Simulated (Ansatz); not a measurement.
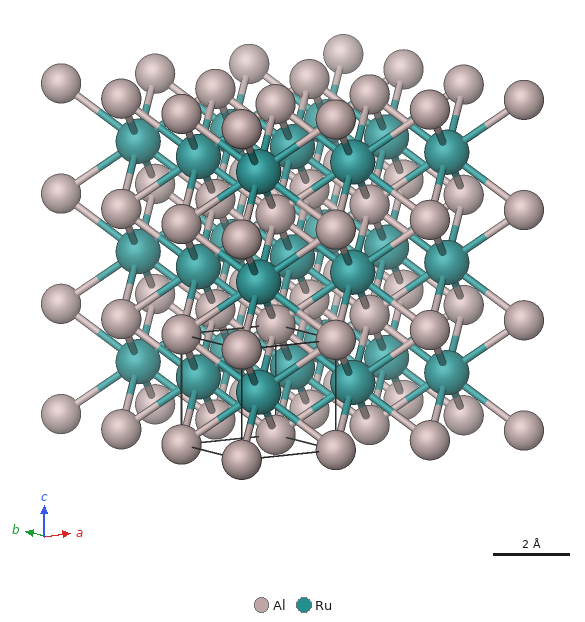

Figure 1. The structure as given in the input (ball-and-stick view of the cell of the calculation, repeated 3 × 3 × 3, seen at an oblique angle).

**Elastic-constant calculation, with input and output: AlRu**

- system: AlRu (Pm-3m, 2 atoms in the cell)
- method: DFT, PBEsol, PAW with Ansatz's default frozen-core files, scalar-relativistic; elastic constants from stresses of strained cells, no spin polarisation (Ansatz 0.2.0)

The structure derives from an entry of the Crystallography Open Database. It belongs to a series of runs on one base structure; here: under 2 GPa.

**What the program printed**
```
Engine: ansatz 0.2.0, aarch64-unknown-linux-gnu
Pseudopotentials: kind: paw
Pseudopotential: Al, paw, valence charge 3, recommended cutoff 420 eV (normal), Al.paw.azcp
Pseudopotential: Ru, paw, valence charge 16, recommended cutoff 420 eV (normal), Ru.paw.azcp
Functional definition: PBEsol
  exchange = pbesol_x
  correlation = pbesol_c
Crystal: 2 atoms, lattice volume = 26.142 Å³
Basis set: ecut = 420 eV, 485 PW (Γ), exchange–correlation on 40×40×40 points (8 copies of the dense FFT grid, shifted against one another)
Bands: 14, of which v1, the nominal top of the filled ones, is band 10 counted from 1 (9 counted from 0)
Symmetry: 48 space group operations
Space group: Pm-3m (ITA 221), of the structure as read, at distance tolerance 3.0e-5 Å
k-points: 165 of 4096
Non-local potential: Al, projectors of the file, l = 0: 2, l = 1: 2, l = 2: 1
Non-local potential: Ru, projectors of the file, l = 0: 3, l = 1: 2, l = 2: 2, l = 3: 1
PAW form: soft (Blöchl's): semilocal exchange-correlation on the pseudo side does not see the compensation charge
PAW frozen core: Al, regenerated for the run's functional, and the local potential with it (the file was generated under x = pbe(κ = 0.804, μ = 0.2195149727645171), c = pbe(β = 0.06672455060314922))
PAW frozen core: Ru, regenerated for the run's functional, and the local potential with it (the file was generated under x = pbe(κ = 0.804, μ = 0.2195149727645171), c = pbe(β = 0.06672455060314922))
PAW one-centre angular grid: Al, 110 points (default); XC on 64 Gauss nodes
PAW one-centre angular grid: Ru, 590 points (default); XC on 64 Gauss nodes
Initial density: superposition of atomic densities (neutral atoms: chi_scale 0, normalization atom), corrected by the library's trained network
Initial wavefunctions: pseudopotential atomic-orbital guess
Functional: x = pbesol(κ = 0.804, μ = 0.12345679012345678), c = pbesol(β = 0.046)
SCF iter   1: F=—  HF=-6342.325632 eV  |F-HF|=—  |Δ(HF+E_count)|=         —  Δρ=8.80e-3  dr2=2.36e-2  ethr=1.77e-3  ⟨swp⟩=5.0  Hψ=12421  notcnv=0
preconditioner: auto → none  [metal: Δε(μ)=0.014 eV  Ē_g=9.053 eV  σ=0.080 eV  W_gap=0.05  n_scr=6 (ndim 8)  ℏωp=24.1 eV  f_vac=0.000  D(μ)=1.59/eV (n_scr^D=18)  sad-step TF]
SCF iter   2: F=—  HF=-6342.322160 eV  |F-HF|=—  |Δ(HF+E_count)|=   3.47e-3  Δρ=5.02e-3  dr2=8.64e-3  ethr=1.24e-4  ⟨swp⟩=1.1  Hψ=3651  notcnv=0  defer=1
SCF iter   3: F=—  HF=-6342.320251 eV  |F-HF|=—  |Δ(HF+E_count)|=   1.91e-3  Δρ=5.69e-4  dr2=8.39e-5  ethr=4.54e-5  ⟨swp⟩=2.4  Hψ=3371  notcnv=0  defer=1
SCF iter   4: F=—  HF=-6342.320169 eV  |F-HF|=—  |Δ(HF+E_count)|=   8.22e-5  Δρ=1.25e-4  dr2=3.28e-6  ethr=4.42e-7  ⟨swp⟩=2.0  Hψ=3308  notcnv=0  defer=1
SCF iter   5: F=—  HF=-6342.320171 eV  |F-HF|=—  |Δ(HF+E_count)|=   2.12e-6  Δρ=9.94e-6  dr2=1.62e-8  ethr=1.72e-8  ⟨swp⟩=2.5  Hψ=3599  notcnv=0  defer=1
SCF iter   6: F=—  HF=-6342.320170 eV  |F-HF|=—  |Δ(HF+E_count)|=   5.19e-7  Δρ=8.97e-7  dr2=1.09e-10  ethr=8.50e-11  ⟨swp⟩=2.4  Hψ=3765  notcnv=0  defer=1
SCF iter   7: F=—  HF=-6342.320170 eV  |F-HF|=—  |Δ(HF+E_count)|=  2.46e-11  Δρ=1.06e-7  dr2=4.98e-13  ethr=5.75e-13 (applied; sched 1.00e-12)  ⟨swp⟩=2.5  Hψ=3838  notcnv=0  defer=4
SCF iter   8: F=-6342.320170 eV  HF=-6342.320170 eV  |F-HF|=0.00e0  |Δ(HF+E_count)|=  9.09e-13  Δρ=3.44e-9  dr2=2.73e-15  ethr=1.00e-12  ⟨swp⟩=4.2  Hψ=7910  notcnv=0
SCF 1 converged in 8 iterations: F = -6342.320170 eV  dr2 = 2.73e-15
  greatest PAW one-centre occupation: 0.999 electrons in one spin orbital (limit 2), on the Ru atom at site 1 (counted from 0), in its partial waves of l = 0
Crystal: 2 atoms, lattice volume = 26.012 Å³
Symmetry: 16 space group operations
k-points: 405 of 4096
Initial density: handed on by an earlier stage of this run
Initial wavefunctions: those handed on with the density
iter 1 solved again at ethr=1.02e-6 eV; its pass at ethr=3.10e-3 eV (dr2=1.94e-4 eV) is discarded
SCF iter   1: F=—  HF=-6342.317922 eV  |F-HF|=—  |Δ(HF+E_count)|=         —  Δρ=7.50e-4  dr2=1.48e-4  ethr=1.02e-6  ⟨swp⟩=2.1  Hψ=34874  notcnv=0  defer=19
preconditioner: auto → none  [metal: Δε(μ)=0.005 eV  Ē_g=9.112 eV  σ=0.080 eV  W_gap=0.02  n_scr=6 (ndim 8)  ℏωp=24.1 eV  f_vac=0.000  D(μ)=1.60/eV (n_scr^D=18)]
SCF iter   2: F=—  HF=-6342.317892 eV  |F-HF|=—  |Δ(HF+E_count)|=   3.01e-5  Δρ=2.93e-4  dr2=1.58e-5  ethr=7.77e-7  ⟨swp⟩=1.9  Hψ=7061  notcnv=0  defer=19
SCF iter   3: F=—  HF=-6342.317824 eV  |F-HF|=—  |Δ(HF+E_count)|=   6.80e-5  Δρ=5.35e-5  dr2=6.47e-7  ethr=8.33e-8  ⟨swp⟩=1.6  Hψ=6570  notcnv=0  defer=19
SCF iter   4: F=—  HF=-6342.317824 eV  |F-HF|=—  |Δ(HF+E_count)|=   2.50e-8  Δρ=7.11e-6  dr2=4.34e-9  ethr=3.40e-9  ⟨swp⟩=2.2  Hψ=8849  notcnv=0  defer=19
SCF iter   5: F=—  HF=-6342.317824 eV  |F-HF|=—  |Δ(HF+E_count)|=  5.84e-10  Δρ=1.45e-6  dr2=1.74e-10  ethr=2.28e-11  ⟨swp⟩=2.5  Hψ=9023  notcnv=0  defer=19
SCF iter   6: F=—  HF=-6342.317824 eV  |F-HF|=—  |Δ(HF+E_count)|=  1.09e-11  Δρ=2.49e-7  dr2=8.10e-12  ethr=9.15e-13 (applied; sched 1.00e-12)  ⟨swp⟩=2.2  Hψ=9417  notcnv=0  defer=19
SCF iter   7: F=-6342.317824 eV  HF=-6342.317824 eV  |F-HF|=1.82e-12  |Δ(HF+E_count)|=    0.00e0  Δρ=2.87e-8  dr2=6.52e-14  ethr=1.00e-12  ⟨swp⟩=3.0  Hψ=23883  notcnv=0
SCF 2 converged in 7 iterations: F = -6342.317824 eV  dr2 = 6.52e-14
Crystal: 2 atoms, lattice volume = 26.273 Å³
iter 1 solved again at ethr=1.17e-10 eV; its pass at ethr=3.10e-3 eV (dr2=2.22e-8 eV) is discarded
SCF iter   1: F=—  HF=-6342.321163 eV  |F-HF|=—  |Δ(HF+E_count)|=         —  Δρ=2.53e-5  dr2=2.41e-8  ethr=1.17e-10  ⟨swp⟩=3.0  Hψ=35462  notcnv=0  defer=19
preconditioner: auto → none  [metal: Δε(μ)=0.002 eV  Ē_g=9.030 eV  σ=0.080 eV  W_gap=0.01  n_scr=6 (ndim 8)  ℏωp=24.0 eV  f_vac=0.000  D(μ)=1.62/eV (n_scr^D=18)]
SCF iter   2: F=—  HF=-6342.321091 eV  |F-HF|=—  |Δ(HF+E_count)|=   7.20e-5  Δρ=1.23e-5  dr2=4.16e-9  ethr=1.17e-10  ⟨swp⟩=2.0  Hψ=9276  notcnv=0  defer=19
SCF iter   3: F=—  HF=-6342.321091 eV  |F-HF|=—  |Δ(HF+E_count)|=   4.73e-9  Δρ=2.58e-6  dr2=2.73e-10  ethr=2.19e-11  ⟨swp⟩=2.0  Hψ=7802  notcnv=0  defer=19
SCF iter   4: F=—  HF=-6342.321091 eV  |F-HF|=—  |Δ(HF+E_count)|=  2.47e-10  Δρ=3.98e-7  dr2=1.23e-11  ethr=1.44e-12  ⟨swp⟩=2.1  Hψ=9394  notcnv=0  defer=19
SCF iter   5: F=—  HF=-6342.321091 eV  |F-HF|=—  |Δ(HF+E_count)|=  7.28e-12  Δρ=1.21e-7  dr2=1.70e-12  ethr=6.46e-14 (applied; sched 1.00e-12)  ⟨swp⟩=1.0  Hψ=5696  notcnv=0  defer=19
SCF iter   6: F=-6342.321091 eV  HF=-6342.321091 eV  |F-HF|=9.09e-13  |Δ(HF+E_count)|=  1.82e-12  Δρ=1.00e-8  dr2=1.91e-14  ethr=1.00e-12  ⟨swp⟩=3.0  Hψ=20311  notcnv=0
SCF 3 converged in 6 iterations: F = -6342.321091 eV  dr2 = 1.91e-14
Symmetry: 8 space group operations
k-points: 657 of 4096
iter 1 solved again at ethr=7.75e-8 eV; its pass at ethr=3.10e-3 eV (dr2=1.47e-5 eV) is discarded
SCF iter   1: F=—  HF=-6342.319958 eV  |F-HF|=—  |Δ(HF+E_count)|=         —  Δρ=3.62e-4  dr2=2.53e-5  ethr=7.75e-8  ⟨swp⟩=3.5  Hψ=60260  notcnv=0  defer=25
preconditioner: auto → none  [metal: Δε(μ)=0.002 eV  Ē_g=9.071 eV  σ=0.080 eV  W_gap=0.01  n_scr=6 (ndim 8)  ℏωp=24.1 eV  f_vac=0.000  D(μ)=1.61/eV (n_scr^D=18)]
SCF iter   2: F=—  HF=-6342.319883 eV  |F-HF|=—  |Δ(HF+E_count)|=   7.42e-5  Δρ=1.32e-4  dr2=2.77e-6  ethr=7.75e-8  ⟨swp⟩=2.0  Hψ=13490  notcnv=0  defer=25
SCF iter   3: F=—  HF=-6342.319883 eV  |F-HF|=—  |Δ(HF+E_count)|=   7.80e-7  Δρ=2.31e-5  dr2=4.90e-8  ethr=1.46e-8  ⟨swp⟩=1.2  Hψ=9809  notcnv=0  defer=25
SCF iter   4: F=—  HF=-6342.319883 eV  |F-HF|=—  |Δ(HF+E_count)|=   2.74e-7  Δρ=3.73e-6  dr2=5.92e-10  ethr=2.58e-10  ⟨swp⟩=2.1  Hψ=12599  notcnv=0  defer=25
SCF iter   5: F=—  HF=-6342.319883 eV  |F-HF|=—  |Δ(HF+E_count)|=  4.20e-10  Δρ=4.78e-7  dr2=4.32e-11  ethr=3.11e-12  ⟨swp⟩=2.5  Hψ=14930  notcnv=0  defer=25
SCF iter   6: F=—  HF=-6342.319883 eV  |F-HF|=—  |Δ(HF+E_count)|=  1.00e-11  Δρ=7.17e-8  dr2=4.99e-13  ethr=2.27e-13 (applied; sched 1.00e-12)  ⟨swp⟩=2.7  Hψ=14807  notcnv=0  defer=26
SCF iter   7: F=-6342.319883 eV  HF=-6342.319883 eV  |F-HF|=0.00e0  |Δ(HF+E_count)|=  1.82e-12  Δρ=9.75e-9  dr2=9.86e-15  ethr=1.00e-12  ⟨swp⟩=4.0  Hψ=30073  notcnv=0
SCF 4 converged in 7 iterations: F = -6342.319883 eV  dr2 = 9.86e-15
iter 1 solved again at ethr=4.81e-11 eV; its pass at ethr=3.10e-3 eV (dr2=9.14e-9 eV) is discarded
SCF iter   1: F=—  HF=-6342.319950 eV  |F-HF|=—  |Δ(HF+E_count)|=         —  Δρ=1.06e-5  dr2=9.30e-9  ethr=4.81e-11  ⟨swp⟩=2.7  Hψ=56598  notcnv=0  defer=25
preconditioner: auto → none  [metal: Δε(μ)=0.004 eV  Ē_g=9.071 eV  σ=0.080 eV  W_gap=0.01  n_scr=6 (ndim 8)  ℏωp=24.1 eV  f_vac=0.000  D(μ)=1.61/eV (n_scr^D=18)]
SCF iter   2: F=—  HF=-6342.319883 eV  |F-HF|=—  |Δ(HF+E_count)|=   6.76e-5  Δρ=4.47e-6  dr2=3.32e-9  ethr=4.81e-11  ⟨swp⟩=2.0  Hψ=15475  notcnv=0  defer=25
SCF iter   3: F=—  HF=-6342.319883 eV  |F-HF|=—  |Δ(HF+E_count)|=  8.03e-10  Δρ=1.35e-6  dr2=2.05e-10  ethr=1.75e-11  ⟨swp⟩=1.2  Hψ=9708  notcnv=0  defer=25
SCF iter   4: F=—  HF=-6342.319883 eV  |F-HF|=—  |Δ(HF+E_count)|=  3.91e-11  Δρ=6.67e-7  dr2=8.58e-11  ethr=1.08e-12  ⟨swp⟩=2.0  Hψ=15257  notcnv=0  defer=25
SCF iter   5: F=—  HF=-6342.319883 eV  |F-HF|=—  |Δ(HF+E_count)|=  1.73e-11  Δρ=1.37e-7  dr2=3.70e-12  ethr=4.51e-13 (applied; sched 1.00e-12)  ⟨swp⟩=1.9  Hψ=11713  notcnv=0  defer=27
SCF iter   6: F=-6342.319883 eV  HF=-6342.319883 eV  |F-HF|=0.00e0  |Δ(HF+E_count)|=  9.09e-13  Δρ=2.00e-8  dr2=6.06e-14  ethr=1.00e-12  ⟨swp⟩=3.0  Hψ=34731  notcnv=0
SCF 5 converged in 6 iterations: F = -6342.319883 eV  dr2 = 6.06e-14
SCF converged after 8 iterations
Free energy (F): -6342.320170 eV
Harris-Foulkes:  -6342.320170 eV  (|F-HF|=0.00e0)
Internal energy: -6342.286765 eV  (E = F + TS)
E sigma→0 (E₀):  -6342.303468 eV
Entropy (-TS):   -0.033405 eV (-16.703 meV/atom)
Fermi energy:    16.481723 eV
--- Per-component energies (eV) ---
  E_band       = -113.703173
  E_kinetic    = 544.359029
  E_local      = -1776.259085  (includes V_loc(G=0)·N_el)
  E_nonlocal   = 356.731944
  E_hartree    = 630.067551
  E_xc         = -231.222618
  E_vxc        = -270.888790  (∫ρ·V_xc dr)
  E_paw        = -3855.475097  (= ΣΔE_a)
  E_vpaw       = -227.781177  (= ΣTr[D̂ρ^β])
  E_aug_tail   = -0.000194  (compensation charges beyond the density's cutoff)
  E_ewald      = -2010.760730
  E_core_change = 0.272435  (= ΣΔE_core)
  E_smearing   = -0.033405  (= −TS)
  E_closure    = 0.000000  (closes the sum)
  Σ components = -6342.320170   (vs F -6342.320170, Δ=0.00e0)
--- Forces (eV/Å), atoms counted from 1 ---
  atom   1  Al    -0.00000000     0.00000000     0.00000000
  atom   2  Ru     0.00000000    -0.00000000     0.00000000
  max |Σ_I F_I| component: 1.04e-29 eV/Å
--- Stress (GPa, compression-positive) ---
        1.991088       0.000000      -0.000000
        0.000000       1.991088       0.000000
        0.000000       0.000000       1.991088
  P = ⅓ Tr σ = 1.9911 GPa (19.911 kbar)
--- Band table (eV; the first three rows and the last of 165) ---
  k-point 0: bands = ["-55.2696", "-25.2391", "-25.2391", "-25.2391", "6.6490", "12.7371", "12.7371", "16.6593", "16.6593", "16.6593", "22.6426", "22.6426", "22.6426", "27.5570"]
  k-point 1: bands = ["-55.2690", "-25.2481", "-25.2384", "-25.2384", "6.7257", "12.7644", "12.7662", "16.5599", "16.5599", "16.6691", "22.2624", "22.7986", "22.7986", "27.3744"]
  k-point 2: bands = ["-55.2670", "-25.2734", "-25.2363", "-25.2363", "6.9528", "12.8371", "12.8437", "16.2978", "16.2978", "16.6970", "21.4038", "23.2305", "23.2305", "26.8861"]
  k-point 164: bands = ["-55.2177", "-25.4153", "-25.4153", "-25.4153", "11.6961", "11.6961", "11.6961", "18.1471", "18.1471", "19.2051", "20.6168", "20.6168", "20.6168", "25.2564"]
--- Elastic constants: 2 strain directions × 2 members + reference (group order 48) ---
  dense FFT box of the reference and of every strained cell: 20×20×20
  strains applied: 11, 23; error gains: componentwise 1.00 (the most a stress slope's error grows in a printed constant), spectral 1.73 (1 for all six strains in a standard setting)
  C = ∂σ_k/∂η_j (tension-positive GPa; Voigt order 11 22 33 23 13 12):
       348.935    167.023    167.023     -0.000     -0.000     -0.000
       167.023    348.935    167.023     -0.000     -0.000     -0.000
       167.023    167.023    348.935     -0.000     -0.000     -0.000
         0.000      0.000     -0.000    139.810      0.000      0.000
         0.000      0.000     -0.000      0.000    139.810      0.000
        -0.000      0.000     -0.000      0.000      0.000    139.810
  reference stress σ⁰ (GPa):     -1.991     -1.991     -1.991     -0.000      0.000     -0.000
  C* (energy form; C + prestress term) asymmetry max|C*_kj − C*_jk| = 5.684e-14 GPa — a small one proves nothing (zero by symmetry where the batch's group is 432, −43m or m−3m); a large one is finite-difference/SCF noise where every solve meets its electron count
  moduli (Voigt/Reuss/Hill, GPa): K = 227.66/227.66/227.66   G = 120.27/115.08/117.68   E = 301.14   ν = 0.280
  mechanically stable: yes (min eigenvalue of sym C = 139.81 GPa)
  strain η (Voigt 11):  stress-route row diagonal C_11 = 348.93 GPa, energy-path curvature d²(F+E_count+ΔE)/dδ²/Ω₀ = 348.90 GPa
         δ    σ_11 (GPa)             F (eV)   n_scf  n_hpsi   n_pw
    -5.000e-3      -3.7669       -6342.3178243       7  105363    524   relax 0 steps, max|allowed force component| 9.52e-30 eV/Å
     5.000e-3      -0.2776       -6342.3210907       6   93627    536   relax 0 steps, max|allowed force component| 1.26e-29 eV/Å
  strain η (Voigt 23):  stress-route row diagonal C_44 = 139.81 GPa, energy-path curvature d²(F+E_count+ΔE)/dδ²/Ω₀ = 140.81 GPa
         δ    σ_23 (GPa)             F (eV)   n_scf  n_hpsi   n_pw
    -5.000e-3      -0.6990       -6342.3198829       7  165188    534   relax 0 steps, max|allowed force component| 1.30e-28 eV/Å
     5.000e-3       0.6990       -6342.3198829       6  152696    534   relax 0 steps, max|allowed force component| 1.81e-28 eV/Å
```

**File elastic.tsv**
```
# convention: tension-positive GPa; Voigt order 11 22 33 23 13 12; engineering shear strains; stresses and constants hold the Pulay correction, whose part of sigma0, of c and of each member's stress the lines and columns named pulay_correction_..._gpa give (of
# sigma0_gpa = -1.9910883158e0 -1.9910883158e0 -1.9910883158e0 -0.0000000000e0 9.2644447322e-17 -8.3380002590e-16
# pulay_correction_sigma0_gpa = -5.2184638132e-2 -5.2184638132e-2 -5.2184638132e-2 -4.5236546544e-20 -0.0000000000e0 -0.0000000000e0
# c_energy_asymmetry_gpa = 5.6843418861e-14
# group_order = 48
# error_gain_componentwise = 1.0000000000e0	error_gain_spectral = 1.7320508076e0
# k_voigt_gpa = 2.2766033355e2	k_reuss_gpa = 2.2766033355e2	k_hill_gpa = 2.2766033355e2
# g_voigt_gpa = 1.2026822824e2	g_reuss_gpa = 1.1508426432e2	g_hill_gpa = 1.1767624628e2
# youngs_gpa = 3.0114249541e2	poisson = 2.7953816056e-1
# min_eigenvalue_gpa = 1.3980988517e2	stable = true
# k	c_k1_gpa	c_k2_gpa	c_k3_gpa	c_k4_gpa	c_k5_gpa	c_k6_gpa	c_energy_k1_gpa	c_energy_k2_gpa	c_energy_k3_gpa	c_energy_k4_gpa	c_energy_k5_gpa	c_energy_k6_gpa	pulay_correction_c_k1_gpa	pulay_correction_c_k2_gpa	pulay_correction_c_k3_gpa	pulay_correction_c_k4_gpa	pu
```

The run was set up as follows.

**Input**
```yaml
crystal:
  lattice:
    - [2.96788907762, 0.0, 0.0]
    - [0.0, 2.96788907762, 0.0]
    - [0.0, 0.0, 2.96788907762]
  atoms:
    - { symbol: Al, position: [0.0, 0.0, 0.0] }
    - { symbol: Ru, position: [0.5, 0.5, 0.5] }
kpoints:
  mp_grid: { grid: [16, 16, 16] }
scf:
  occupations: { method: fermi_dirac, width: 0.08 }
hamiltonian:
  xc: pbesol
  pseudopotentials: { kind: paw }
elastic:
  mode: relaxed_ion
  stencil: two_point
  amplitude: 0.005
```

Command:
```bash
ansatz run input.yaml --threads 1 --pin off --max-ram 3072MiB --backend cpu --events-out ev --progress --plain --runs-dir out
```

**Results in brief**

- outcome: converged
- space group (tolerance 0.01 Å): Pm-3m (221)
- electrons treated: 19
- free energy: −6342.3202 eV
- Fermi energy: 16.482 eV
- pressure: 1.99 GPa
- largest force (length of the vector): under 0.001 eV/Å
- hardware: 1 thread of Arm Neoverse V1, 112 GiB of memory available, shared host
- wall time: 49 s
- peak memory: 0.49 GiB
